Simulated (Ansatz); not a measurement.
## Geometry relaxation of MoSi2 (part 2 of 2)

The same run, continued: MoSi2 (9 atoms in the cell); DFT LDA, scalar-relativistic, plane waves, PAW, no spin polarisation (Ansatz 0.2.0); cutoff 420 eV, 9×9×6 k-mesh, Gaussian smearing of 0.1 eV. The structure derives from a Materials Project entry.

Geometry of the input (Å; fractional positions):
```
4.5855  0.0000  0.0000
-2.2927  3.9711  0.0000
0.0000  0.0000  6.5798
Si 0.1639  0.8361  0.8333
Si 0.3277  0.1639  0.1667
Si 0.8361  0.6723  0.5000
Si 0.8361  0.1639  0.8333
Si 0.6723  0.8361  0.1667
Si 0.1639  0.3277  0.5000
Mo 0.5000  0.0000  0.5000
Mo -0.0000  0.5000  0.1667
Mo 0.5000  0.5000  0.8333
```

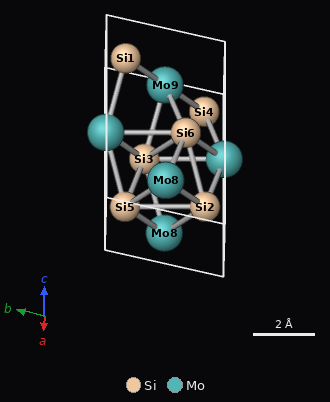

The geometry at step 3 of the log (ball-and-stick view of the cell of the calculation, seen at an oblique angle; atoms are numbered from 1 in the order of the input).

```
basis re-selected at this cell: Δ(F+E_penalty+E_count) = +5.913e-4 eV, ΔP = -0.010 GPa vs the last step (what re-selecting the basis moved, of the pressure what is left beyond the Pulay correction that the steps carried, after the strain that the cell walked since its last selection, with what the two solves' SCF thresholds leave and, on support functions, any second-order correction that the steps lacked; it is no measure of the basis error at this ecutwfc). This SCF's stress stands 1.09e-2 GPa from its target on what of the cell is left free (relax.cell.stress_tol is 5.00e-2 GPa) and its largest allowed force component is 6.94e-5 eV/Å (relax.f_tol is 5.00e-3 eV/Å): within both
SCF converged after 7 iterations
Free energy (F): -18185.524236 eV
Harris-Foulkes:  -18185.524236 eV  (|F-HF|=0.00e0)
Internal energy: -18185.523409 eV  (E = F + TS)
E sigma→0 (E₀):  -18185.523822 eV
Entropy (-TS):   -0.000827 eV (-0.092 meV/atom)
Fermi energy:    16.867499 eV
--- Per-component energies (eV) ---
  E_band       = -115.871455
  E_kinetic    = 1605.583489
  E_local      = -3403.022161  (includes V_loc(G=0)·N_el)
  E_nonlocal   = 601.765448
  E_hartree    = 1266.553320
  E_xc         = -893.923370
  E_vxc        = -992.218644  (∫ρ·V_xc dr)
  E_paw        = -12186.103802  (= ΣΔE_a)
  E_vpaw       = -461.086291  (= ΣTr[D̂ρ^β])
  E_aug_tail   = 0.000064  (compensation charges beyond the density's cutoff)
  E_ewald      = -5178.300830
  E_core_change = 1.924433  (= ΣΔE_core)
  E_smearing   = -0.000827  (= −TS)
  E_closure    = 0.000000  (closes the sum)
  Σ components = -18185.524236   (vs F -18185.524236, Δ=0.00e0)
--- Forces (eV/Å), atoms counted from 1 ---
  atom   1  Si     0.00006011    -0.00003470     0.00000000
  atom   2  Si     0.00006011     0.00003470    -0.00000000
  atom   3  Si     0.00000000    -0.00006941     0.00000000
  atom   4  Si    -0.00006011     0.00003470     0.00000000
  atom   5  Si    -0.00006011    -0.00003470    -0.00000000
  atom   6  Si    -0.00000000     0.00006941     0.00000000
  atom   7  Mo    -0.00000000     0.00000000     0.00000000
  atom   8  Mo     0.00000000     0.00000000    -0.00000000
  atom   9  Mo    -0.00000000     0.00000000     0.00000000
  max |Σ_I F_I| component: 1.03e-16 eV/Å
--- Stress (GPa, compression-positive) ---
       -0.010927      -0.000000       0.000000
        0.000000      -0.010927      -0.000000
        0.000000      -0.000000      -0.007566
  P = ⅓ Tr σ = -0.0098 GPa (-0.098 kbar)
--- Band table (eV; the first three rows and the last of 48) ---
  k-point 0: bands = ["-44.1425", "-44.1084", "-44.1084", "-18.4630", "-18.4605", "-18.4605", "-18.4487", "-18.4487", "-18.3530", "-18.2898", "-18.2898", "-18.2709", "2.6423", "5.7627", "5.7627", "9.4098", "10.1366", "10.1366", "10.7201", "10.7201", "11.5194", "11.8086", "11.8086", "12.1482", "13.0872", "13.0872", "13.5170", "13.5170", "13.7854", "13.7854", "14.0877", "14.7354", "15.9871", "18.8713", "19.2578", "19.2578", "19.3922", "19.4028", "19.6674", "19.6674", "19.9137", "19.9137"]
  k-point 1: bands = ["-44.1411", "-44.1157", "-44.1024", "-18.4909", "-18.4588", "-18.4571", "-18.4396", "-18.4219", "-18.3542", "-18.3163", "-18.2792", "-18.2668", "2.7469", "4.9528", "6.5631", "9.4935", "10.0010", "10.4000", "10.4445", "11.0560", "11.0636", "11.5390", "11.6885", "11.8996", "13.3227", "13.3638", "13.3773", "13.7737", "13.8158", "13.8739", "14.2329", "14.7938", "16.2124", "18.9612", "19.0423", "19.3009", "19.3395", "19.4269", "19.4332", "19.4504", "19.7856", "19.9133"]
  k-point 2: bands = ["-44.1372", "-44.1236", "-44.0985", "-18.5103", "-18.4629", "-18.4481", "-18.4339", "-18.3792", "-18.3563", "-18.3402", "-18.3026", "-18.2515", "3.0547", "4.1954", "7.2810", "9.7293", "9.8390", "10.0612", "10.2674", "11.1468", "11.3184", "11.3748", "11.3871", "11.5774", "13.1457", "13.2084", "13.3796", "13.4842", "14.1633", "14.6239", "14.7542", "15.0131", "16.4782", "18.9425", "18.9586", "19.0123", "19.3647", "19.4393", "19.5061", "19.5585", "19.5872", "19.7212"]
  k-point 47: bands = ["-44.1305", "-44.1139", "-44.1139", "-18.5113", "-18.5011", "-18.5011", "-18.4061", "-18.4061", "-18.3819", "-18.2876", "-18.2876", "-18.2452", "5.6997", "5.6997", "5.9734", "7.0774", "7.0774", "8.4364", "10.7056", "10.9165", "10.9165", "11.7681", "12.9090", "12.9090", "13.4739", "13.4739", "13.5534", "13.6251", "14.9106", "14.9106", "15.2903", "15.2903", "16.2183", "17.4438", "18.0435", "18.0435", "18.6936", "18.6936", "18.8784", "19.1198", "19.1198", "20.1512"]
--- Relaxed structure (4 steps of the walk, 4 accepted, 1 SCFs on fresh bases) ---
  F+E_penalty+E_count = -18185.52423602 eV   max|allowed force component| = 6.941e-5 eV/Å   (the final SCF, on the basis selected at the relaxed cell)
  cell:  # Å, volume = 117.1282 Å³
    - [4.550541569127534, 2.8647712407099045e-11, -2.388509611659868e-34]
    - [-2.2752707845885767, 3.9408845998272226, 1.3396969152799483e-34]
    - [-8.836026683466863e-35, 1.3120160833026555e-34, 6.531377004314521]
  atoms:
    - { symbol: Si, position: [0.1642264869313247, 0.8357735130686751, 0.8333333333333333] }
    - { symbol: Si, position: [0.3284529738626496, 0.16422648693132472, 0.16666666666666663] }
    - { symbol: Si, position: [0.8357735130686752, 0.6715470261373503, 0.5] }
    - { symbol: Si, position: [0.8357735130686752, 0.16422648693132474, 0.8333333333333333] }
    - { symbol: Si, position: [0.6715470261373504, 0.835773513068675, 0.16666666666666663] }
    - { symbol: Si, position: [0.16422648693132477, 0.3284529738626495, 0.5] }
    - { symbol: Mo, position: [0.49999999999999994, 3.0335637678928636e-20, 0.5] }
    - { symbol: Mo, position: [4.618857907480788e-37, 0.4999999999999999, 0.16666666666666663] }
    - { symbol: Mo, position: [0.5, 0.4999999999999999, 0.8333333333333333] }
```

**Trajectory as extended XYZ (Å, eV, eV/Å), 5 frames, from step=1 to step=5**
```
9
Lattice="4.5855 0.0000 0.0000 -2.2927 3.9711 0.0000 0.0000 0.0000 6.5798" Properties=species:S:1:pos:R:3:forces:R:3 step=1 energy=-18185.48139 pressure_GPa=-4.94
Si   -1.1656    3.3204    5.4831    0.0473  -0.0273   0.0000
Si    1.1272    0.6508    1.0966    0.0473   0.0273   0.0000
Si    2.2927    2.6696    3.2899    0.0000  -0.0546   0.0000
Si    3.4583    0.6508    5.4831   -0.0473   0.0273   0.0000
Si    1.1656    3.3204    1.0966   -0.0473  -0.0273   0.0000
Si    0.0000    1.3015    3.2899    0.0000   0.0546   0.0000
Mo    2.2927    0.0000    3.2899    0.0000   0.0000   0.0000
Mo   -1.1464    1.9856    1.0966    0.0000   0.0000   0.0000
Mo    1.1464    1.9856    5.4831    0.0000   0.0000   0.0000
9
Lattice="4.5402 0.0000 0.0000 -2.2701 3.9319 0.0000 0.0000 0.0000 6.5191" Properties=species:S:1:pos:R:3:forces:R:3 step=2 energy=-18185.52128 pressure_GPa=1.50
Si   -1.1498    3.2851    5.4326   -0.0335   0.0193   0.0000
Si    1.1203    0.6468    1.0865   -0.0335  -0.0193   0.0000
Si    2.2701    2.6383    3.2596    0.0000   0.0387   0.0000
Si    3.4199    0.6468    5.4326    0.0335  -0.0193   0.0000
Si    1.1498    3.2851    1.0865    0.0335   0.0193   0.0000
Si    0.0000    1.2936    3.2596    0.0000  -0.0387   0.0000
Mo    2.2701    0.0000    3.2596    0.0000   0.0000   0.0000
Mo   -1.1350    1.9659    1.0865    0.0000   0.0000   0.0000
Mo    1.1350    1.9659    5.4326    0.0000   0.0000   0.0000
9
Lattice="4.5508 0.0000 0.0000 -2.2754 3.9411 0.0000 0.0000 0.0000 6.5324" Properties=species:S:1:pos:R:3:forces:R:3 step=3 energy=-18185.52481 pressure_GPa=-0.07
Si   -1.1542    3.2938    5.4437   -0.0034   0.0019   0.0000
Si    1.1213    0.6474    1.0887   -0.0034  -0.0019   0.0000
Si    2.2754    2.6464    3.2662    0.0000   0.0039   0.0000
Si    3.4296    0.6474    5.4437    0.0034  -0.0019   0.0000
Si    1.1542    3.2938    1.0887    0.0034   0.0019   0.0000
Si    0.0000    1.2947    3.2662    0.0000  -0.0039   0.0000
Mo    2.2754    0.0000    3.2662    0.0000   0.0000   0.0000
Mo   -1.1377    1.9706    1.0887    0.0000   0.0000   0.0000
Mo    1.1377    1.9706    5.4437    0.0000   0.0000   0.0000
9
Lattice="4.5505 0.0000 0.0000 -2.2753 3.9409 0.0000 0.0000 0.0000 6.5314" Properties=species:S:1:pos:R:3:forces:R:3 step=4 energy=-18185.52483 pressure_GPa=0.00
Si   -1.1543    3.2937    5.4428    0.0001   0.0000   0.0000
Si    1.1210    0.6472    1.0886    0.0001   0.0000   0.0000
Si    2.2753    2.6465    3.2657    0.0000  -0.0001   0.0000
Si    3.4296    0.6472    5.4428   -0.0001   0.0000   0.0000
Si    1.1543    3.2937    1.0886   -0.0001   0.0000   0.0000
Si    0.0000    1.2944    3.2657    0.0000   0.0001   0.0000
Mo    2.2753    0.0000    3.2657    0.0000   0.0000   0.0000
Mo   -1.1376    1.9704    1.0886    0.0000   0.0000   0.0000
Mo    1.1376    1.9704    5.4428    0.0000   0.0000   0.0000
9
Lattice="4.5505 0.0000 0.0000 -2.2753 3.9409 0.0000 0.0000 0.0000 6.5314" Properties=species:S:1:pos:R:3:forces:R:3 step=5 energy=-18185.52424 pressure_GPa=-0.01
Si   -1.1543    3.2937    5.4428    0.0001   0.0000   0.0000
Si    1.1210    0.6472    1.0886    0.0001   0.0000   0.0000
Si    2.2753    2.6465    3.2657    0.0000  -0.0001   0.0000
Si    3.4296    0.6472    5.4428   -0.0001   0.0000   0.0000
Si    1.1543    3.2937    1.0886   -0.0001   0.0000   0.0000
Si    0.0000    1.2944    3.2657    0.0000   0.0001   0.0000
Mo    2.2753    0.0000    3.2657    0.0000   0.0000   0.0000
Mo   -1.1376    1.9704    1.0886    0.0000   0.0000   0.0000
Mo    1.1376    1.9704    5.4428    0.0000   0.0000   0.0000
```

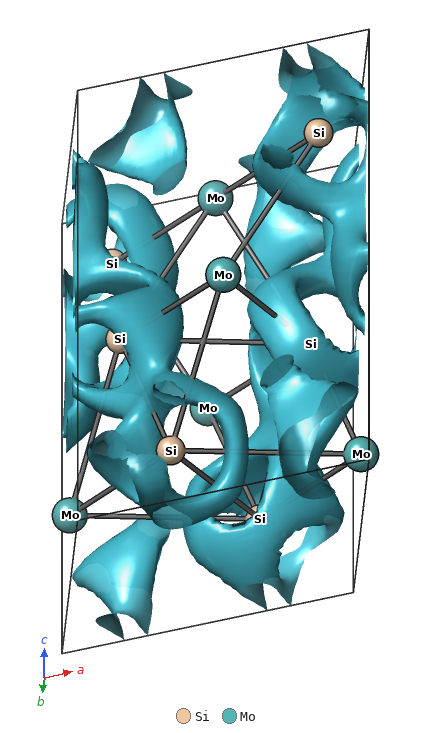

Isosurface of the ELF at 0.65 (cyan), seen at an oblique angle. Core shells and regions of very low density are left out. Sticks mark near contacts. The outline is the cell set on symmetry axes. Along the contacts the grid gives the following. Si–Si (2.53 Å): the ELF peaks at about 0.70 between the atoms. Si–Mo (2.55 Å): the ELF is about 0.40 at the midpoint. The fields are those of the smooth PAW valence density.

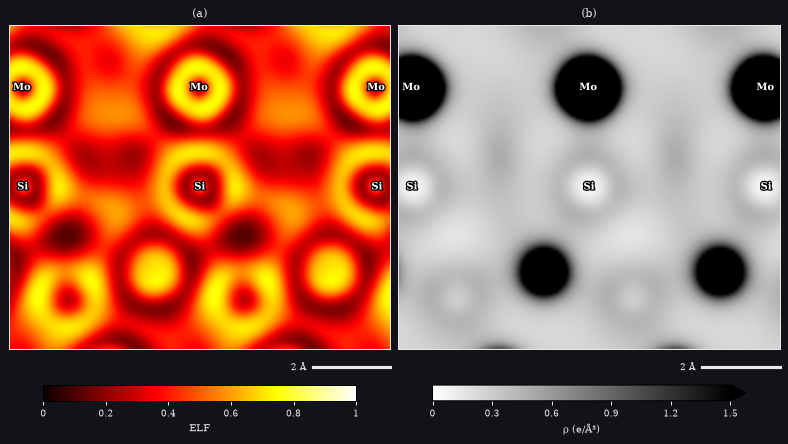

(a) ELF; (b) valence charge density (pseudo) on the (101) plane of the conventional cell. Atoms in the plane: Si and Mo. Si–Mo (2.55 Å): the density is about 0.44 e/Å³ at the midpoint; the ELF is about 0.40 at the midpoint. Away from the nuclei the density in this plane falls to 0.16 e/Å³ at its lowest. The strong features right at Mo lie inside the PAW spheres (semicore, d or f shells) and say nothing about bonding.

**Summary**

- outcome: converged
- space group (tolerance 0.01 Å): P6₂22 (180)
- electrons treated: 66
- free energy: −18185.5242 eV
- Fermi energy: 16.867 eV
- gap on the k-point mesh: 0.15 eV
- pressure: −0.01 GPa
- final volume: 117.13 Å³
- largest force (length of the vector) at the end: under 0.001 eV/Å
- final cell: a = 4.551 Å, b = 4.551 Å, c = 6.531 Å, α = 90.00°, β = 90.00°, γ = 120.00°
- wall time: 70 s (CPU time 2.3 min)
- peak memory: 0.47 GiB
